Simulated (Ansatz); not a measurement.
**Ir: a changed input and its effect**

System: Ir (Fm-3m, 1 atom in the cell).
Method of the first run: DFT with r2SCAN, PAW plane waves, no spin polarisation (Ansatz 0.2.0).

The structure derives from an entry of the Crystallography Open Database. Text and figures count atoms from 1; the logs count them from 0 in places.

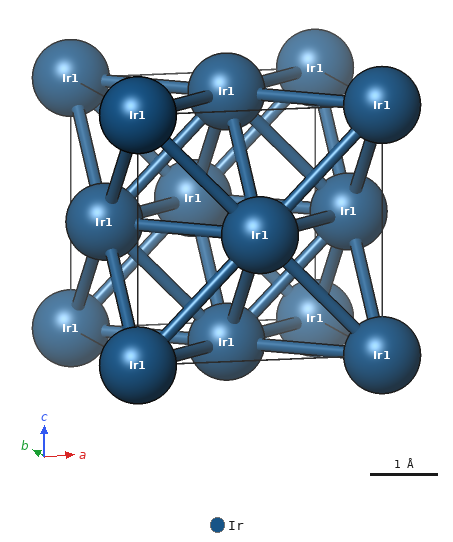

Figure 1. The starting structure (ball-and-stick view of the cell 4 times as large as that of the calculation, set on its symmetry axes, seen slightly off an axis; atoms are numbered from 1 in the order of the input). Near neighbours in the crystal (not all of them lie inside the picture): Ir has 12 Ir at 2.68 Å.

The input, the first run:
```yaml
crystal:
  lattice:
    - [0.0, 1.89553052, 1.89553052]
    - [1.89553052, 0.0, 1.89553052]
    - [1.89553052, 1.89553052, 0.0]
  atoms:
    - { symbol: Ir, position: [0.0, 0.0, 0.0] }
  symmetry: { tolerance: 0.0003 }
kpoints:
  mp_grid: { grid: [8, 8, 8], shift: [0, 0, 0] }
magnetization:
  spin_polarized: false
scf:
  occupations: { method: fermi_dirac }
hamiltonian:
  pseudopotentials: { kind: paw }
  xc: r2scan
basis:
  ecutwfc: 500
output:
  forces: true
  stress: true
  eigenvalues: true
relax:
  max_steps: 40
  cell: {}
```

Command:
```bash
ansatz run input.yaml --threads 1 --pin off --max-ram 2560MiB --backend cpu --events-out ev --progress --plain --runs-dir out
```

Hardware: 1 thread of an Arm (aarch64) CPU, shared host.

Output, shortened to warnings, some set-up lines, iterations and results (the first run):
```
Basis set: ecut = 500 eV, 331 PW (Γ), exchange–correlation on 80×80×80 points (64 copies of the dense FFT grid, shifted against one another)
Symmetry: 48 space group operations
k-points: 29 of 512
Initial density: superposition of atomic densities (neutral atoms: chi_scale 0, normalization atom), corrected by the library's trained network
[...]
SCF iter   1: F=—  HF=-11948.607234 eV  |F-HF|=—  |Δ(HF+E_count)|=         —  Δρ=1.32e-2  dr2=9.78e-3  dr2_τ=4.69e-2  ethr=1.77e-3  ⟨swp⟩=5.0  Hψ=2165  notcnv=0
SCF iter   2: F=—  HF=-11948.637184 eV  |F-HF|=—  |Δ(HF+E_count)|=   3.00e-2  Δρ=6.37e-3  dr2=1.14e-3  dr2_τ=5.23e-4  ethr=5.76e-5  ⟨swp⟩=2.0  Hψ=867  notcnv=0
SCF iter   3: F=—  HF=-11948.637877 eV  |F-HF|=—  |Δ(HF+E_count)|=   6.93e-4  Δρ=1.95e-3  dr2=1.02e-4  dr2_τ=3.08e-5  ethr=6.68e-6  ⟨swp⟩=1.5  Hψ=420  notcnv=0
SCF iter   4: F=—  HF=-11948.637952 eV  |F-HF|=—  |Δ(HF+E_count)|=   7.47e-5  Δρ=1.38e-4  dr2=9.24e-7  dr2_τ=1.01e-7  ethr=6.02e-7  ⟨swp⟩=2.3  Hψ=518  notcnv=0
SCF iter   5: F=—  HF=-11948.637949 eV  |F-HF|=—  |Δ(HF+E_count)|=   3.16e-6  Δρ=3.37e-5  dr2=8.75e-8  dr2_τ=1.37e-8  ethr=5.43e-9  ⟨swp⟩=2.2  Hψ=607  notcnv=0
[... 42 lines ...]
SCF iter   4: F=—  HF=-11948.675419 eV  |F-HF|=—  |Δ(HF+E_count)|=   2.76e-8  Δρ=4.14e-6  dr2=4.38e-10  dr2_τ=4.99e-10  ethr=3.48e-11  ⟨swp⟩=2.2  Hψ=580  notcnv=0
SCF iter   5: F=—  HF=-11948.675419 eV  |F-HF|=—  |Δ(HF+E_count)|=   4.87e-9  Δρ=7.75e-7  dr2=1.67e-11  dr2_τ=1.61e-11  ethr=2.57e-12  ⟨swp⟩=2.2  Hψ=556  notcnv=0
SCF iter   6: F=-11948.675419 eV  HF=-11948.675419 eV  |F-HF|=7.28e-12  |Δ(HF+E_count)|=  1.55e-10  Δρ=1.59e-7  dr2=1.62e-12  dr2_τ=5.88e-13  ethr=1.00e-12  ⟨swp⟩=5.1  …
SCF 6 converged in 6 iterations: F = -11948.675419 eV  dr2 = 1.62e-12
relax step   6: F+E_penalty+E_count = -11948.67541929 eV  Δ(F+E_penalty+E_count) = -5.273e-4 eV  max|allowed force component| = 0.000e0 eV/Å  Δτ_max = 0.0000 Å  P = +0.027 …
basis re-selected at this cell: Δ(F+E_penalty+E_count) = -5.273e-4 eV, ΔP = +0.022 GPa vs the last step (what re-selecting the basis moved, of the pressure what is left beyond the Pulay correction that the steps carried, after the strain that the cell walked since its last selection, with what the …
SCF converged after 6 iterations
Free energy (F): -11948.675419 eV
Harris-Foulkes:  -11948.675419 eV  (|F-HF|=7.28e-12)
Internal energy: -11948.628659 eV  (E = F + TS)
E sigma→0 (E₀):  -11948.652039 eV
Entropy (-TS):   -0.046760 eV (-46.760 meV/atom)
Fermi energy:    25.359728 eV
--- Per-component energies (eV) ---
  E_band       = -104.479886
  E_kinetic    = 623.420511
  E_local      = -1076.028655  (includes V_loc(G=0)·N_el)
  E_nonlocal   = 73.958463
  E_hartree    = 413.319026
  E_xc         = -255.409717
  E_vxc        = -333.471485  (∫ρ·V_xc dr)
  E_paw        = -9249.711398  (= ΣΔE_a)
  E_vpaw       = -239.693025  (= ΣTr[D̂ρ^β])
  E_aug_tail   = -0.000015  (compensation charges beyond the density's cutoff)
  E_vtau       = 20.696308  (kinetic-family band-sum trace: ∫τ·v_τ [+ j·A + Jᵃ·Aᵃ] dr)
  E_ewald      = -2477.859981
  E_core_change = -0.316894  (= ΣΔE_core)
  E_smearing   = -0.046760  (= −TS)
  E_closure    = 0.000000  (closes the sum)
  Σ components = -11948.675419   (vs F -11948.675419, Δ=0.00e0)
--- Forces (eV/Å), atoms counted from 1 ---
  atom   1  Ir     0.00000000     0.00000000     0.00000000
  max |Σ_I F_I| component: 4.93e-32 eV/Å
--- Stress (GPa, compression-positive) ---
        0.026888      -0.000000      -0.000000
       -0.000000       0.026888      -0.000000
       -0.000000      -0.000000       0.026888
  P = ⅓ Tr σ = 0.0269 GPa (0.269 kbar)
--- Relaxed structure (5 steps of the walk, 4 accepted, 1 SCFs on fresh bases) ---
  F+E_penalty+E_count = -11948.67541929 eV   max|allowed force component| = 0.000e0 eV/Å   (the final SCF, on the basis selected at the relaxed cell)
  cell:  # Å, volume = 14.2675 Å³
    - [-1.3757504488818093e-33, 1.925037371203498, 1.925037371203498]
    - [1.925037371203498, -1.2738430082238975e-33, 1.925037371203498]
    - [1.925037371203498, 1.925037371203498, -1.019074406579118e-34]
  atoms:
    - { symbol: Ir, position: [0.0, 0.0, 0.0] }
```

For the second run the input was changed thus:
```diff
-  occupations: { method: fermi_dirac }
+  occupations: { method: cold, width: 0.01 }
+  convergence: { dr2_threshold: 1.0e-09 }
```

How does the second run compare with the first run?

The energy of the second run (smearing taken to zero) is 0.42 meV per atom higher, which comes mainly from the change of smearing; a solver setting shouldn't move a converged energy. The SCF takes 43 iterations over all geometry steps against 40.

Output, shortened to warnings, some set-up lines, iterations and results (the second run):
```
Warning: relax.cell: scf.convergence.dr2_threshold = 1e-9 eV is looser than the 1e-10 eV advised for a relaxation that steers and ends on the stress (1e-10 eV for each atom of the cell: 1). What an SCF threshold leaves in a stress goes as its square root, and in the free energy as the threshold itself, and one threshold admits the most on a small cell: of the crystals measured, under no hybrid …
Basis set: ecut = 500 eV, 331 PW (Γ), exchange–correlation on 80×80×80 points (64 copies of the dense FFT grid, shifted against one another)
Symmetry: 48 space group operations
k-points: 29 of 512
Initial density: superposition of atomic densities (neutral atoms: chi_scale 0, normalization atom), corrected by the library's trained network
[...]
SCF iter   1: F=—  HF=-11948.584185 eV  |F-HF|=—  |Δ(HF+E_count)|=         —  Δρ=1.47e-2  dr2=1.15e-2  dr2_τ=4.82e-2  ethr=1.77e-3  ⟨swp⟩=5.9  Hψ=2119  notcnv=0
SCF iter   2: F=—  HF=-11948.614733 eV  |F-HF|=—  |Δ(HF+E_count)|=   3.05e-2  S|Δr|=    0.00e0  Δρ=7.12e-3  dr2=1.40e-3  dr2_τ=5.57e-4  ethr=6.75e-5  ⟨swp⟩=2.1  Hψ=848  …
SCF iter   3: F=—  HF=-11948.615466 eV  |F-HF|=—  |Δ(HF+E_count)|=   7.33e-4  S|Δr|=    0.00e0  Δρ=2.05e-3  dr2=1.14e-4  dr2_τ=3.51e-5  ethr=8.25e-6  ⟨swp⟩=2.3  Hψ=502  …
SCF iter   4: F=—  HF=-11948.615537 eV  |F-HF|=—  |Δ(HF+E_count)|=   7.11e-5  S|Δr|=    0.00e0  Δρ=1.40e-4  dr2=1.01e-6  dr2_τ=1.15e-7  ethr=6.73e-7  ⟨swp⟩=2.0  Hψ=568  …
SCF iter   5: F=—  HF=-11948.615529 eV  |F-HF|=—  |Δ(HF+E_count)|=   7.82e-6  S|Δr|=    0.00e0  Δρ=3.40e-5  dr2=9.29e-8  dr2_τ=1.57e-8  ethr=5.94e-9  ⟨swp⟩=2.0  Hψ=556  …
[... 45 lines ...]
SCF iter   2: F=—  HF=-11948.651618 eV  |F-HF|=—  |Δ(HF+E_count)|=   1.18e-4  S|Δr|=    0.00e0  Δρ=2.62e-4  dr2=2.71e-7  dr2_τ=3.85e-6  ethr=6.84e-9  ⟨swp⟩=2.1  Hψ=527  …
SCF iter   3: F=—  HF=-11948.651663 eV  |F-HF|=—  |Δ(HF+E_count)|=   4.43e-5  S|Δr|=    0.00e0  Δρ=1.47e-5  dr2=1.28e-8  dr2_τ=1.07e-8  ethr=1.59e-9  ⟨swp⟩=2.0  Hψ=510  …
SCF iter   4: F=-11948.651663 eV  HF=-11948.651663 eV  |F-HF|=9.28e-9  |Δ(HF+E_count)|=   6.79e-8  S|Δr|=    0.00e0  Δρ=5.13e-6  dr2=5.70e-10  dr2_τ=7.62e-10  ethr=5.88e-12  …
SCF 6 converged in 4 iterations: F = -11948.651663 eV  dr2 = 5.70e-10
relax step   6: F+E_penalty+E_count = -11948.65166270 eV  Δ(F+E_penalty+E_count) = -5.185e-4 eV  max|allowed force component| = 0.000e0 eV/Å  Δτ_max = 0.0000 Å  P = +0.026 …
basis re-selected at this cell: Δ(F+E_penalty+E_count) = -5.185e-4 eV, ΔP = +0.022 GPa vs the last step (what re-selecting the basis moved, of the pressure what is left beyond the Pulay correction that the steps carried, after the strain that the cell walked since its last selection, with what the …
SCF converged after 4 iterations
Stability not checked: this state was not tested for a lower state beside it, because cold or Methfessel-Paxton smearing, or corrected tetrahedra, fill the levels in a way that the test cannot read (fill_not_monotonic; see scf.lower_state_search)
Free energy (F): -11948.651663 eV
Harris-Foulkes:  -11948.651663 eV  (|F-HF|=9.28e-9)
Internal energy: -11948.651519 eV  (E = F + TS)
E sigma→0 (E₀):  -11948.651615 eV
Entropy (-TS):   -0.000144 eV (-0.144 meV/atom)
Fermi energy:    25.443553 eV
--- Per-component energies (eV) ---
  E_band       = -103.989131
  E_kinetic    = 623.515295
  E_local      = -1075.178257  (includes V_loc(G=0)·N_el)
  E_nonlocal   = 73.968570
  E_hartree    = 413.113631
  E_xc         = -255.438133
  E_vxc        = -333.505381  (∫ρ·V_xc dr)
  E_paw        = -9249.725125  (= ΣΔE_a)
  E_vpaw       = -239.711775  (= ΣTr[D̂ρ^β])
  E_aug_tail   = -0.000015  (compensation charges beyond the density's cutoff)
  E_vtau       = 20.695135  (kinetic-family band-sum trace: ∫τ·v_τ [+ j·A + Jᵃ·Aᵃ] dr)
  E_ewald      = -2478.590591
  E_core_change = -0.316894  (= ΣΔE_core)
  E_smearing   = -0.000144  (= −TS)
  E_closure    = -0.000000  (closes the sum)
  Σ components = -11948.651663   (vs F -11948.651663, Δ=0.00e0)
--- Forces (eV/Å), atoms counted from 1 ---
  atom   1  Ir    -0.00000000    -0.00000000     0.00000000
  max |Σ_I F_I| component: 6.57e-32 eV/Å
--- Stress (GPa, compression-positive) ---
        0.025537      -0.000000      -0.000000
       -0.000000       0.025537      -0.000000
       -0.000000      -0.000000       0.025537
  P = ⅓ Tr σ = 0.0255 GPa (0.255 kbar)
--- Relaxed structure (5 steps of the walk, 4 accepted, 1 SCFs on fresh bases) ---
  F+E_penalty+E_count = -11948.65166270 eV   max|allowed force component| = 0.000e0 eV/Å   (the final SCF, on the basis selected at the relaxed cell)
  cell:  # Å, volume = 14.2549 Å³
    - [1.7913474895153779e-34, 1.9244699316168865, 1.9244699316168865]
    - [1.9244699316168865, 1.1544144670023852e-34, 1.9244699316168865]
[...]
```

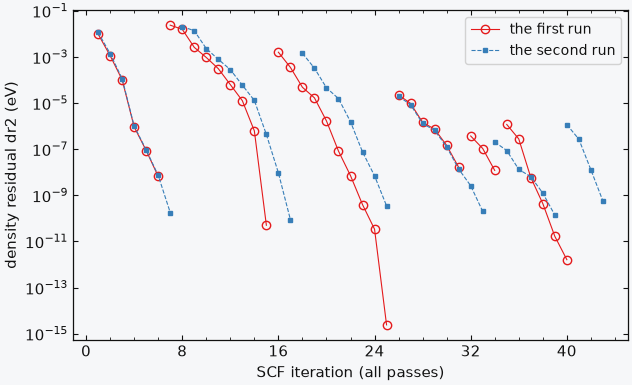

Figure 2. Convergence of the two runs: density residual dr2 against the SCF iteration. A break in a curve parts two SCF passes. The first run takes 40 iterations in all, and the second run takes 43.

The two runs side by side:

```tsv
quantity	the first run	the second run
outcome	converged	converged
free energy per atom (eV)	−11948.6754	−11948.6517
energy per atom, smearing taken to zero (eV)	−11948.6520	−11948.6516
pressure (GPa)	0.03	0.03
volume per atom (Å³)	14.27	14.25
largest force (eV/Å)	0.000	0.000
SCF iterations	40	43
irreducible k-points	29	29
wall time (shared host)	5.8 s	5.9 s
```

For both runs: Spin–orbit coupling is left out, which matters for Ir. For the second run: Warnings: the SCF threshold is looser than advised for the printed stress.
